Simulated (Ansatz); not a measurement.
## Geometry relaxation, with input and output: Mo (part 2 of 2)

Mo (slab, 4 atoms in the cell); DFT PBEsol, scalar-relativistic, plane waves, PAW, no spin polarisation (Ansatz 0.2.0); cutoff 420 eV, 11×11×1 k-mesh, Gaussian smearing of 0.1 eV. The structure derives from an entry of the Crystallography Open Database. The input holds or restrains some coordinates. Forces given for the steps count only the free coordinates. It belongs to a series of runs on one base structure; here: clean slab, lower half held.

Geometry of the input (Å; fractional positions):
```
2.7101  0.0000  0.0000
-0.9034  2.5551  0.0000
0.0000  0.0000  23.6383
Mo 0.5000  0.5000  0.3596
Mo 0.0000  0.0000  0.4532
Mo 0.5000  0.5000  0.5468
Mo 0.0000  0.0000  0.6404
```

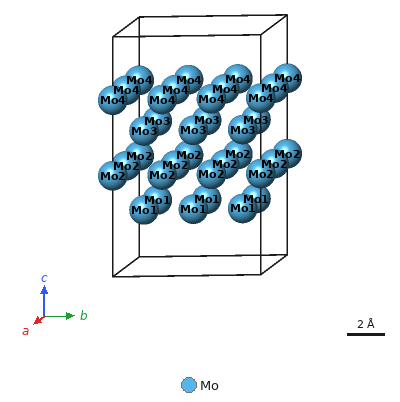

*The geometry at step 2 of the log (spheres-only view of the 2 × 3 repeat of the cell, with the vacuum cut short, seen slightly off an axis; atoms are numbered from 1 in the order of the input).*

Log, continued:
```
SCF iter   1: F=—  HF=-19587.161179 eV  |F-HF|=—  |Δ(HF+E_count)|=         —  Δρ=7.26e-3  dr2=3.22e-1  ethr=5.42e-4  p=0.009 e·Å  D=1.01e-2 V/Å  ΔV_dip=-0.24 eV  dr2_dipole=2.74e-2  V_vac-E_F(+/−)=4.60/4.84 eV  ⟨swp⟩=1.5  Hψ=4212  notcnv=0  defer=30
efield: sawtooth ramp at fractional position 0.9800 (handed on by an earlier solve), width 0.0400; the density the first Hamiltonian is built on has a dipole p = 0.009 e·Å; the dipole correction subtracts the counter field D = 1.01e-2 V/Å, which shifts the + side's vacuum level by -0.24 eV against the − side's; the planar-averaged density in the ramp window peaks in size at 3.6e-6 e/Å³
preconditioner: auto → LDOS  [metal: Δε(μ)=0.023 eV  Ē_g=4.024 eV  σ=0.100 eV  W_gap=0.13  n_scr=16 (ndim 8)  ℏωp=14.2 eV  f_vac=0.550  D(μ)=3.64/eV (n_scr^D=14)  β→1.0]
SCF iter   2: F=—  HF=-19587.145599 eV  |F-HF|=—  |Δ(HF+E_count)|=   1.56e-2  Δρ=2.94e-3  dr2=4.30e-2  ethr=5.42e-4  p=0.007 e·Å  D=7.31e-3 V/Å  ΔV_dip=-0.17 eV  dr2_dipole=6.67e-5  V_vac-E_F(+/−)=4.65/4.82 eV  ⟨swp⟩=2.9  Hψ=1818  notcnv=0  defer=30
SCF iter   3: F=—  HF=-19587.142160 eV  |F-HF|=—  |Δ(HF+E_count)|=   3.44e-3  Δρ=1.29e-3  dr2=8.57e-3  ethr=7.69e-5  p=0.007 e·Å  D=7.26e-3 V/Å  ΔV_dip=-0.17 eV  dr2_dipole=3.39e-4  V_vac-E_F(+/−)=4.65/4.82 eV  ⟨swp⟩=3.5  Hψ=2449  notcnv=0  defer=30
SCF iter   4: F=—  HF=-19587.140727 eV  |F-HF|=—  |Δ(HF+E_count)|=   1.43e-3  Δρ=3.30e-4  dr2=5.59e-4  ethr=1.53e-5  p=0.006 e·Å  D=6.85e-3 V/Å  ΔV_dip=-0.16 eV  dr2_dipole=1.72e-5  V_vac-E_F(+/−)=4.66/4.82 eV  ⟨swp⟩=2.4  Hψ=1814  notcnv=0  defer=30
SCF iter   5: F=—  HF=-19587.140699 eV  |F-HF|=—  |Δ(HF+E_count)|=   2.85e-5  Δρ=7.72e-5  dr2=2.17e-5  ethr=9.99e-7  p=0.006 e·Å  D=6.75e-3 V/Å  ΔV_dip=-0.16 eV  dr2_dipole=4.62e-7  V_vac-E_F(+/−)=4.66/4.82 eV  ⟨swp⟩=2.1  Hψ=1635  notcnv=0  defer=30
SCF iter   6: F=—  HF=-19587.140684 eV  |F-HF|=—  |Δ(HF+E_count)|=   1.45e-5  Δρ=2.52e-5  dr2=2.54e-6  ethr=3.87e-8  p=0.006 e·Å  D=6.65e-3 V/Å  ΔV_dip=-0.16 eV  dr2_dipole=1.54e-7  V_vac-E_F(+/−)=4.66/4.82 eV  ⟨swp⟩=3.1  Hψ=2311  notcnv=0  defer=30
SCF iter   7: F=—  HF=-19587.140685 eV  |F-HF|=—  |Δ(HF+E_count)|=   7.07e-7  Δρ=8.66e-6  dr2=2.71e-7  ethr=4.53e-9  p=0.006 e·Å  D=6.61e-3 V/Å  ΔV_dip=-0.16 eV  dr2_dipole=7.04e-8  V_vac-E_F(+/−)=4.66/4.82 eV  ⟨swp⟩=2.2  Hψ=1721  notcnv=0  defer=30
iter 8 did not close the SCF: its close was put off until two iterations running show no level that it waits for move by more than its bar (scf_convergence_deferred on its scf_iter line)
SCF iter   8: F=-19587.140685 eV  HF=-19587.140685 eV  |F-HF|=8.01e-9  |Δ(HF+E_count)|=   1.08e-7  Δρ=2.87e-6  dr2=2.85e-8  ethr=1.79e-10  p=0.006 e·Å  D=6.61e-3 V/Å  ΔV_dip=-0.16 eV  dr2_dipole=9.26e-10  V_vac-E_F(+/−)=4.66/4.82 eV  ⟨swp⟩=16.9  Hψ=10972  notcnv=0
iter 9 did not close the SCF: its close was put off until two iterations running show no level that it waits for move by more than its bar (scf_convergence_deferred on its scf_iter line)
SCF iter   9: F=-19587.140685 eV  HF=-19587.140685 eV  |F-HF|=3.72e-9  |Δ(HF+E_count)|=   2.37e-8  Δρ=8.29e-7  dr2=2.02e-9  ethr=5.09e-11  p=0.006 e·Å  D=6.60e-3 V/Å  ΔV_dip=-0.16 eV  dr2_dipole=8.18e-12  V_vac-E_F(+/−)=4.66/4.82 eV  ⟨swp⟩=8.5  Hψ=8687  notcnv=0
SCF iter  10: F=-19587.140685 eV  HF=-19587.140685 eV  |F-HF|=5.20e-10  |Δ(HF+E_count)|=   4.21e-9  Δρ=2.60e-7  dr2=3.26e-10  ethr=3.60e-12  p=0.006 e·Å  D=6.60e-3 V/Å  ΔV_dip=-0.16 eV  dr2_dipole=3.29e-12  V_vac-E_F(+/−)=4.66/4.82 eV  ⟨swp⟩=7.0  Hψ=7802  notcnv=0
SCF 3 converged in 10 iterations: F = -19587.140685 eV  dr2 = 3.26e-10
relax step   3: F+E_penalty+E_count = -19587.14068510 eV  Δ(F+E_penalty+E_count) = -3.050e-2 eV  max|allowed force component| = 2.274e-1 eV/Å  Δτ_max = 0.0953 Å  (10 SCF iters, accepted)
SCF iter   1: F=—  HF=-19587.144918 eV  |F-HF|=—  |Δ(HF+E_count)|=         —  Δρ=2.84e-3  dr2=6.53e-2  ethr=6.73e-4  p=0.006 e·Å  D=6.60e-3 V/Å  ΔV_dip=-0.16 eV  dr2_dipole=1.40e-2  V_vac-E_F(+/−)=4.66/4.82 eV  ⟨swp⟩=2.2  Hψ=2246  notcnv=0  defer=29
efield: sawtooth ramp at fractional position 0.9800 (handed on by an earlier solve), width 0.0400; the density the first Hamiltonian is built on has a dipole p = 0.006 e·Å; the dipole correction subtracts the counter field D = 6.60e-3 V/Å, which shifts the + side's vacuum level by -0.16 eV against the − side's; the planar-averaged density in the ramp window peaks in size at 1.4e-6 e/Å³
preconditioner: auto → LDOS  [metal: Δε(μ)=0.006 eV  Ē_g=4.031 eV  σ=0.100 eV  W_gap=0.03  n_scr=16 (ndim 8)  ℏωp=14.2 eV  f_vac=0.551  D(μ)=3.71/eV (n_scr^D=14)  β→1.0]
SCF iter   2: F=—  HF=-19587.142656 eV  |F-HF|=—  |Δ(HF+E_count)|=   2.26e-3  Δρ=9.51e-4  dr2=3.78e-3  ethr=1.17e-4  p=0.005 e·Å  D=5.78e-3 V/Å  ΔV_dip=-0.14 eV  dr2_dipole=1.21e-4  V_vac-E_F(+/−)=4.69/4.83 eV  ⟨swp⟩=1.4  Hψ=1530  notcnv=0  defer=29
SCF iter   3: F=—  HF=-19587.142175 eV  |F-HF|=—  |Δ(HF+E_count)|=   4.81e-4  Δρ=4.71e-4  dr2=1.08e-3  ethr=6.74e-6  p=0.005 e·Å  D=6.01e-3 V/Å  ΔV_dip=-0.14 eV  dr2_dipole=1.03e-5  V_vac-E_F(+/−)=4.68/4.82 eV  ⟨swp⟩=3.4  Hψ=2488  notcnv=0  defer=29
SCF iter   4: F=—  HF=-19587.141960 eV  |F-HF|=—  |Δ(HF+E_count)|=   2.15e-4  Δρ=9.17e-5  dr2=2.10e-5  ethr=1.93e-6  p=0.005 e·Å  D=5.77e-3 V/Å  ΔV_dip=-0.14 eV  dr2_dipole=1.69e-6  V_vac-E_F(+/−)=4.69/4.83 eV  ⟨swp⟩=2.1  Hψ=1673  notcnv=0  defer=29
SCF iter   5: F=-19587.141959 eV  HF=-19587.141959 eV  |F-HF|=4.15e-8  |Δ(HF+E_count)|=   1.11e-6  Δρ=2.17e-5  dr2=2.21e-6  ethr=5.77e-9  p=0.005 e·Å  D=5.66e-3 V/Å  ΔV_dip=-0.13 eV  dr2_dipole=1.09e-7  V_vac-E_F(+/−)=4.69/4.83 eV  ⟨swp⟩=18.5  Hψ=12847  notcnv=0
SCF 4 converged in 5 iterations: F = -19587.141959 eV  dr2 = 2.21e-6
relax step   4: F+E_penalty+E_count = -19587.14195902 eV  Δ(F+E_penalty+E_count) = -1.274e-3 eV  max|allowed force component| = 9.201e-2 eV/Å  Δτ_max = 0.0316 Å  (5 SCF iters, dr2 threshold 3.23e-6 eV, accepted)
SCF iter   1: F=—  HF=-19587.143423 eV  |F-HF|=—  |Δ(HF+E_count)|=         —  Δρ=1.52e-3  dr2=1.67e-2  ethr=3.63e-4  p=0.005 e·Å  D=5.66e-3 V/Å  ΔV_dip=-0.13 eV  dr2_dipole=2.88e-3  V_vac-E_F(+/−)=4.69/4.83 eV  ⟨swp⟩=1.9  Hψ=1978  notcnv=0  defer=18
efield: sawtooth ramp at fractional position 0.9800 (handed on by an earlier solve), width 0.0400; the density the first Hamiltonian is built on has a dipole p = 0.005 e·Å; the dipole correction subtracts the counter field D = 5.66e-3 V/Å, which shifts the + side's vacuum level by -0.13 eV against the − side's; the planar-averaged density in the ramp window peaks in size at 3.0e-6 e/Å³
preconditioner: auto → LDOS  [metal: Δε(μ)=0.018 eV  Ē_g=4.023 eV  σ=0.100 eV  W_gap=0.10  n_scr=16 (ndim 8)  ℏωp=14.2 eV  f_vac=0.550  D(μ)=3.70/eV (n_scr^D=14)  β→1.0]
SCF iter   2: F=—  HF=-19587.142832 eV  |F-HF|=—  |Δ(HF+E_count)|=   5.91e-4  Δρ=4.73e-4  dr2=1.09e-3  ethr=2.99e-5  p=0.005 e·Å  D=5.68e-3 V/Å  ΔV_dip=-0.13 eV  dr2_dipole=1.48e-4  V_vac-E_F(+/−)=4.69/4.82 eV  ⟨swp⟩=1.2  Hψ=1521  notcnv=0  defer=20
SCF iter   3: F=—  HF=-19587.142713 eV  |F-HF|=—  |Δ(HF+E_count)|=   1.19e-4  Δρ=2.14e-4  dr2=1.52e-4  ethr=1.95e-6  p=0.005 e·Å  D=5.42e-3 V/Å  ΔV_dip=-0.13 eV  dr2_dipole=2.51e-7  V_vac-E_F(+/−)=4.69/4.82 eV  ⟨swp⟩=3.2  Hψ=2373  notcnv=0  defer=20
SCF iter   4: F=—  HF=-19587.142669 eV  |F-HF|=—  |Δ(HF+E_count)|=   4.41e-5  Δρ=3.13e-5  dr2=2.74e-6  ethr=2.71e-7  p=0.005 e·Å  D=5.46e-3 V/Å  ΔV_dip=-0.13 eV  dr2_dipole=1.16e-9  V_vac-E_F(+/−)=4.69/4.82 eV  ⟨swp⟩=2.6  Hψ=2001  notcnv=0  defer=20
SCF iter   5: F=-19587.142669 eV  HF=-19587.142669 eV  |F-HF|=1.13e-7  |Δ(HF+E_count)|=   1.70e-7  Δρ=9.21e-6  dr2=3.37e-7  ethr=1.88e-9  p=0.005 e·Å  D=5.47e-3 V/Å  ΔV_dip=-0.13 eV  dr2_dipole=9.80e-9  V_vac-E_F(+/−)=4.69/4.82 eV  ⟨swp⟩=16.8  Hψ=12063  notcnv=0
SCF 5 converged in 5 iterations: F = -19587.142669 eV  dr2 = 3.37e-7
relax step   5: F+E_penalty+E_count = -19587.14266920 eV  Δ(F+E_penalty+E_count) = -7.102e-4 eV  max|allowed force component| = 5.617e-4 eV/Å  Δτ_max = 0.0138 Å  (5 SCF iters, dr2 threshold 1.05e-6 eV, accepted)
iter 1 solved again at ethr=6.07e-10 eV; its pass at ethr=3.10e-3 eV (dr2=3.40e-7 eV) is discarded
SCF iter   1: F=—  HF=-19587.142691 eV  |F-HF|=—  |Δ(HF+E_count)|=         —  Δρ=9.21e-6  dr2=3.40e-7  ethr=6.07e-10  p=0.005 e·Å  D=5.47e-3 V/Å  ΔV_dip=-0.13 eV  dr2_dipole=1.13e-8  V_vac-E_F(+/−)=4.69/4.82 eV  ⟨swp⟩=1.0  Hψ=3312  notcnv=0
efield: sawtooth ramp at fractional position 0.9800 (handed on by an earlier solve), width 0.0400; the density the first Hamiltonian is built on has a dipole p = 0.005 e·Å; the dipole correction subtracts the counter field D = 5.47e-3 V/Å, which shifts the + side's vacuum level by -0.13 eV against the − side's; the planar-averaged density in the ramp window peaks in size at 2.5e-6 e/Å³
preconditioner: auto → LDOS  [metal: Δε(μ)=0.014 eV  Ē_g=4.023 eV  σ=0.100 eV  W_gap=0.08  n_scr=16 (ndim 8)  ℏωp=14.2 eV  f_vac=0.550  D(μ)=3.74/eV (n_scr^D=14)  β→1.0]
SCF iter   2: F=—  HF=-19587.142669 eV  |F-HF|=—  |Δ(HF+E_count)|=   2.12e-5  Δρ=9.65e-6  dr2=4.51e-7  ethr=6.07e-10  p=0.005 e·Å  D=5.48e-3 V/Å  ΔV_dip=-0.13 eV  dr2_dipole=8.17e-9  V_vac-E_F(+/−)=4.69/4.82 eV  ⟨swp⟩=2.1  Hψ=2073  notcnv=0
SCF iter   3: F=-19587.142669 eV  HF=-19587.142669 eV  |F-HF|=8.24e-9  |Δ(HF+E_count)|=   2.37e-8  Δρ=1.88e-6  dr2=1.86e-8  ethr=1.79e-10  p=0.005 e·Å  D=5.49e-3 V/Å  ΔV_dip=-0.13 eV  dr2_dipole=1.95e-9  V_vac-E_F(+/−)=4.69/4.82 eV  ⟨swp⟩=9.7  Hψ=10174  notcnv=0
SCF 6 converged in 3 iterations: F = -19587.142669 eV  dr2 = 1.86e-8
relax step   6: F+E_penalty+E_count = -19587.14266940 eV  Δ(F+E_penalty+E_count) = -2.024e-7 eV  max|allowed force component| = 3.819e-4 eV/Å  Δτ_max = 0.0000 Å  (3 SCF iters, accepted)
SCF converged after 3 iterations
Free energy (F): -19587.142669 eV
Harris-Foulkes:  -19587.142669 eV  (|F-HF|=8.24e-9)
Internal energy: -19587.123988 eV  (E = F + TS)
E sigma→0 (E₀):  -19587.133329 eV
Entropy (-TS):   -0.018681 eV (-4.670 meV/atom)
Fermi energy:    5.164998 eV
Dipole field:    D = 0.005553 V/Å  (p = 0.005023 e·Å, saw-weighted, corrected)
Work function:   Φ+ = 4.6898 eV   Φ− = 4.8210 eV
Levels:          The Fermi level and band energies are counted from a zero that moves with the ramp; work functions are not
--- Per-component energies (eV) ---
  E_band       = -1105.085103
  E_kinetic    = 1761.331693
  E_local      = -68655.967396  (includes V_loc(G=0)·N_el)
  E_nonlocal   = 580.957979
  E_hartree    = 33350.040498
  E_xc         = -726.678850
  E_vxc        = -909.980242  (∫ρ·V_xc dr)
  E_paw        = -12575.868694  (= ΣΔE_a)
  E_vpaw       = -581.493297  (= ΣTr[D̂ρ^β])
  E_aug_tail   = 0.000161  (compensation charges beyond the density's cutoff)
  E_efield     = 0.000014  (sawtooth field / dipole correction)
  E_vefield    = 0.007449  (∫n·V_field dr)
  E_ewald      = 26678.223410
  E_core_change = 0.837197  (= ΣΔE_core)
  E_smearing   = -0.018681  (= −TS)
  E_closure    = -0.000000  (closes the sum)
  Σ components = -19587.142669   (vs F -19587.142669, Δ=0.00e0)
--- Forces (eV/Å), atoms counted from 1 ---
  atom   1  Mo    -0.00000000     0.00000000     0.59496461
  atom   2  Mo     0.00000000     0.00000000    -0.59487711
  atom   3  Mo    -0.00000000     0.00000000     0.00029549
  atom   4  Mo     0.00000000     0.00000000    -0.00038186
  max |Σ_I F_I| component: 1.14e-6 eV/Å
--- Band table (eV; the first three rows and the last of 36) ---
  k-point 0: bands = ["-56.0829", "-55.9551", "-55.7598", "-55.7179", "-30.7122", "-30.2866", "-29.7830", "-29.7495", "-29.5780", "-29.4030", "-29.3899", "-29.3820", "-29.2837", "-29.2293", "-29.1188", "-29.1056", "-1.7323", "-0.5073", "-0.1042", "0.2638", "1.7244", "2.3717", "3.1846", "3.6158", "3.6487", "3.7688", "3.9056", "4.0807", "5.2831", "5.5257", "6.2967", "6.3394", "6.6276", "6.7873"]
  k-point 1: bands = ["-56.0672", "-55.9435", "-55.7501", "-55.7097", "-30.6829", "-30.2923", "-29.8343", "-29.7950", "-29.5585", "-29.4526", "-29.4329", "-29.4284", "-29.3087", "-29.2692", "-29.1586", "-29.1442", "-1.4655", "-0.2512", "0.1495", "0.5350", "1.7958", "2.4169", "3.2184", "3.3648", "3.4759", "3.6132", "3.9715", "4.3620", "4.9141", "5.5831", "5.9136", "6.1617", "6.3160", "6.6653"]
  k-point 2: bands = ["-56.0240", "-55.9128", "-55.7243", "-55.6877", "-30.6047", "-30.3355", "-30.0144", "-29.8858", "-29.6348", "-29.5818", "-29.5324", "-29.5013", "-29.4125", "-29.3594", "-29.1993", "-29.1775", "-0.7768", "0.3107", "0.7557", "1.1067", "1.9611", "2.4719", "2.9275", "2.9968", "3.3452", "3.4287", "4.0002", "4.3724", "4.8813", "5.1721", "6.0588", "6.1448", "6.4515", "6.5014"]
  k-point 35: bands = ["-55.8098", "-55.7152", "-55.5332", "-55.4990", "-30.7844", "-30.5872", "-30.3209", "-30.3178", "-30.2763", "-30.2549", "-30.0890", "-29.9780", "-29.7748", "-29.7091", "-29.6019", "-29.3779", "-0.2228", "-0.0655", "0.0156", "0.7559", "0.9754", "1.2303", "2.0638", "3.1774", "3.6321", "5.4766", "5.8832", "6.0014", "6.1991", "6.6146", "7.6566", "8.0971", "8.2871", "8.9468"]
--- Relaxed structure (6 steps of the walk, 5 accepted, 0 SCFs on fresh bases) ---
  F+E_penalty+E_count = -19587.14266940 eV   max|allowed force component| = 3.819e-4 eV/Å
  atoms:
    - { symbol: Mo, position: [0.5, 0.49999999999999994, 0.3595864999000001] }
    - { symbol: Mo, position: [0.0, 0.0, 0.45319550000000003] }
    - { symbol: Mo, position: [0.5, 0.49999999999999994, 0.5468291718600209] }
    - { symbol: Mo, position: [5.901458959020189e-18, -1.6067312820891726e-29, 0.6363507403789065] }
```

Trajectory as extended XYZ (Å, eV, eV/Å), 6 frames, from step=1 to step=6:
```
4
Lattice="2.7101 0.0000 0.0000 -0.9034 2.5551 0.0000 0.0000 0.0000 23.6383" Properties=species:S:1:pos:R:3:forces:R:3 step=1 energy=-19587.11019
Mo    0.9034    1.2775    8.5000    0.0000   0.0000   0.6456
Mo    0.0000    0.0000   10.7128    0.0000   0.0000  -0.5776
Mo    0.9034    1.2775   12.9255    0.0000   0.0000   0.5776
Mo    0.0000    0.0000   15.1383    0.0000   0.0000  -0.6456
4
Lattice="2.7101 0.0000 0.0000 -0.9034 2.5551 0.0000 0.0000 0.0000 23.6383" Properties=species:S:1:pos:R:3:forces:R:3 step=2 energy=-19587.10507 accepted=F
Mo    0.9034    1.2775    8.5000    0.0000   0.0000   0.5357
Mo    0.0000    0.0000   10.7128    0.0000   0.0000  -0.6650
Mo    0.9034    1.2775   12.9223    0.0000   0.0000  -0.6982
Mo    0.0000    0.0000   14.9440    0.0000   0.0000   0.8273
4
Lattice="2.7101 0.0000 0.0000 -0.9034 2.5551 0.0000 0.0000 0.0000 23.6383" Properties=species:S:1:pos:R:3:forces:R:3 step=3 energy=-19587.14068
Mo    0.9034    1.2775    8.5000    0.0000   0.0000   0.5985
Mo    0.0000    0.0000   10.7128    0.0000   0.0000  -0.4862
Mo    0.9034    1.2775   12.9439    0.0000   0.0000  -0.2274
Mo    0.0000    0.0000   15.0430    0.0000   0.0000   0.1151
4
Lattice="2.7101 0.0000 0.0000 -0.9034 2.5551 0.0000 0.0000 0.0000 23.6383" Properties=species:S:1:pos:R:3:forces:R:3 step=4 energy=-19587.14196
Mo    0.9034    1.2775    8.5000    0.0000   0.0000   0.5849
Mo    0.0000    0.0000   10.7128    0.0000   0.0000  -0.6887
Mo    0.9034    1.2775   12.9123    0.0000   0.0000   0.0920
Mo    0.0000    0.0000   15.0286    0.0000   0.0000   0.0118
4
Lattice="2.7101 0.0000 0.0000 -0.9034 2.5551 0.0000 0.0000 0.0000 23.6383" Properties=species:S:1:pos:R:3:forces:R:3 step=5 energy=-19587.14267
Mo    0.9034    1.2775    8.5000    0.0000   0.0000   0.5951
Mo    0.0000    0.0000   10.7128    0.0000   0.0000  -0.5952
Mo    0.9034    1.2775   12.9261    0.0000   0.0000   0.0004
Mo    0.0000    0.0000   15.0422    0.0000   0.0000  -0.0006
4
Lattice="2.7101 0.0000 0.0000 -0.9034 2.5551 0.0000 0.0000 0.0000 23.6383" Properties=species:S:1:pos:R:3:forces:R:3 step=6 energy=-19587.14267
Mo    0.9034    1.2775    8.5000    0.0000   0.0000   0.5950
Mo    0.0000    0.0000   10.7128    0.0000   0.0000  -0.5949
Mo    0.9034    1.2775   12.9261    0.0000   0.0000   0.0003
Mo    0.0000    0.0000   15.0422    0.0000   0.0000  -0.0004
```

Summary:

- outcome: converged under the restraints of the input
- electrons treated: 56
- free energy: −19587.1427 eV
- work function, top face: 4.69 eV
- work function, bottom face: 4.82 eV
- Fermi energy: 5.165 eV
- gap on the k-point mesh: none (metallic)
- final volume: 163.68 Å³
- work function (upper face): 4.69 eV
- largest force (length of the vector) at the end, held atoms and coordinates included: 0.595 eV/Å
- hardware: 1 thread of Intel Xeon @ 2.50GHz (Skylake/Cascade Lake), 189 GiB of memory available, shared host
- wall time: 4.6 min
- peak memory: 0.47 GiB
